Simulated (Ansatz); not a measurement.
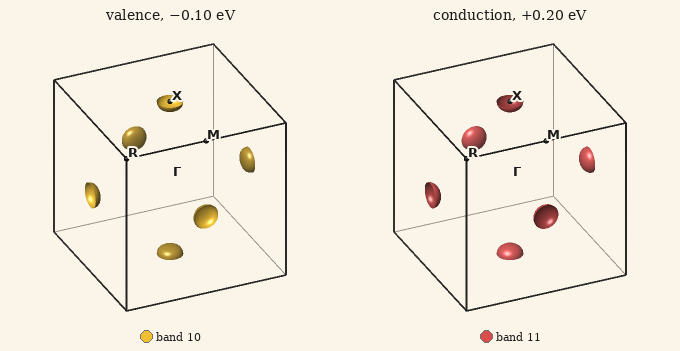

TlCl in space group Pm-3m: constant-energy surfaces at both band edges (energies from each edge).

Level of theory: DFT PBEsol, scalar-relativistic, plane waves, PAW; levels and slopes on a dense k mesh at the converged density in Ansatz 0.2.0. No spin polarisation. k mesh for the levels: 30×30×30. Unrelaxed database geometry.

Masses come from a second pass at points close to the extrema; at the energies drawn a band may no longer be parabolic.

> Is the gap direct or indirect, and how large does the calculation make it?

The gap is direct, 1.93 eV at this level of theory (semilocal functionals give gaps that are too small, and can reorder valleys that lie close).

> Give the valleys and their effective masses.

Valence band (extrema up to 0.10 eV from the edge): three equivalent maxima at X, principal masses 0.24, 0.58 and 0.58 mₑ. Band 10 forms the valence edge.
Conduction band (extrema up to 0.20 eV from the edge): three equivalent minima at X, principal masses 0.16, 0.28 and 0.28 mₑ. Band 11 forms the conduction edge.

Spin-orbit coupling, left out here, can change the gap, its kind, the place of the band edges and the masses, since the compound holds Tl.
